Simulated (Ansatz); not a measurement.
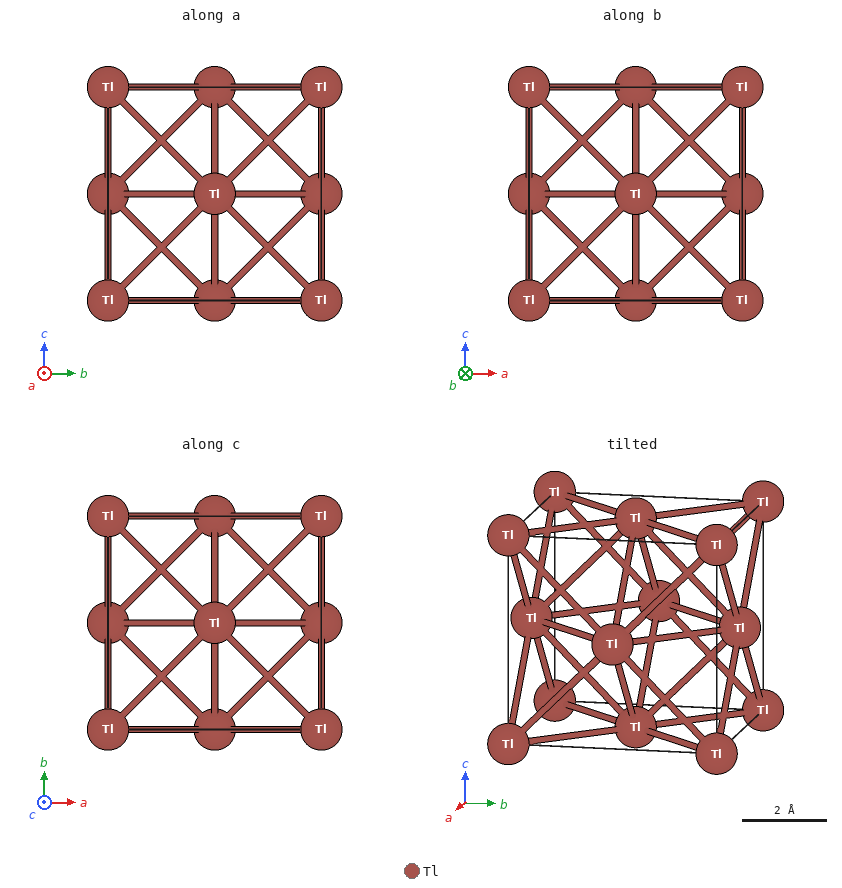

Crystal structure, ball-and-stick style, seen along the a axis, along the b axis, along the c axis and slightly off an axis. One conventional unit cell is framed, with atoms on its boundary repeated.

Lattice parameters: a = 5.1179 Å, b = 5.1179 Å, c = 5.1179 Å, α = 90.000°, β = 90.000°, γ = 90.000°.

Q: Record the structure as a CIF with its space group and independent sites.

A:
```cif
data_structure
_symmetry_space_group_name_H-M 'F m -3 m'
_symmetry_Int_Tables_number 225
_cell_length_a 5.1179
_cell_length_b 5.1179
_cell_length_c 5.1179
_cell_angle_alpha 90.000
_cell_angle_beta 90.000
_cell_angle_gamma 90.000
_cell_volume 134.05
loop_
_atom_site_label
_atom_site_type_symbol
_atom_site_symmetry_multiplicity
_atom_site_Wyckoff_symbol
_atom_site_fract_x
_atom_site_fract_y
_atom_site_fract_z
_atom_site_occupancy
Tl1 Tl 4 a 0.0000 0.0000 0.0000 1
```

The structure was taken from a structure type filled with this element by a generator (whether the element takes this form wasn't checked). Earlier steps of the study may have refined or changed the cell and positions. It was the input of a calculation with Ansatz.
